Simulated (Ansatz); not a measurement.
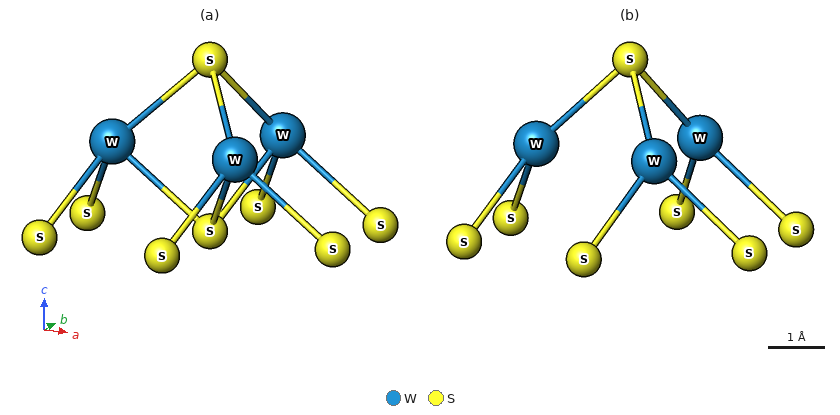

Left: perfect WS2. Right: the same region with one point defect, after relaxing the atoms in a supercell of 72 sites. Style: ball-and-stick. Shown: the atoms within 3.8 Å of one point, slightly off an axis.

All numbers below come from Ansatz 0.2.0, DFT PBE, scalar-relativistic, plane waves, PAW. Settings: plane-wave cutoff 420 eV; k-point mesh 2 × 2 × 2; occupations gaussian; smearing width 0.01 eV; no spin polarisation. The cell is small and the k-mesh coarse, so the numbers are rough. The axes drawn are those of the host's conventional cell.

**Which defect is it?**

A sulfur atom is taken out (a vacancy).

The charge state of the cell is 0.

**What does the relaxation do around it?**

Around the empty S site the host had 3 W at 2.42 Å; after relaxation the nearest atoms are 3 W at 2.34 Å. Of the host's atoms, a sulfur atom moves furthest from its site, by 0.12 Å.
